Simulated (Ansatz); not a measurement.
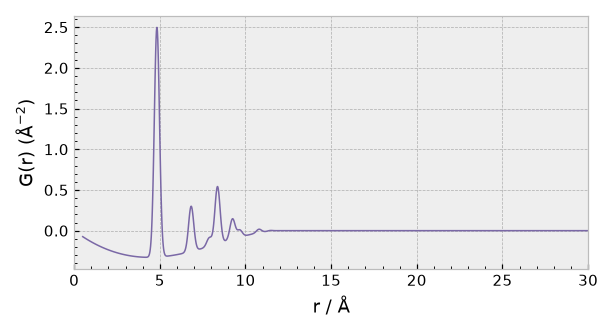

The curve is a calculated X-ray PDF: distances of the static structure, each pair weighted by the product of the atomic numbers (X-ray weights at Q = 0), broadened by Gaussians with σ = 0.15 Å, for spherical particles of K with the bulk structure: the bulk G(r) is multiplied by the envelope of a sphere of diameter D, 1 − 3r/2D + r³/2D³, with no surface relaxation. The number density is 0.0125 atoms per Å³. Structure used: the input geometry of an electronic-structure calculation (not necessarily at equilibrium); the starting structure was generated, so it need not be a known form of this composition.

> How large are the particles?

About 12 Å (1.2 nm): the signal vanishes at r = D, fading from view somewhat earlier.

> Roughly how many atoms does one particle hold?

About 11 (number density 0.0125 Å⁻³ times πD³/6).
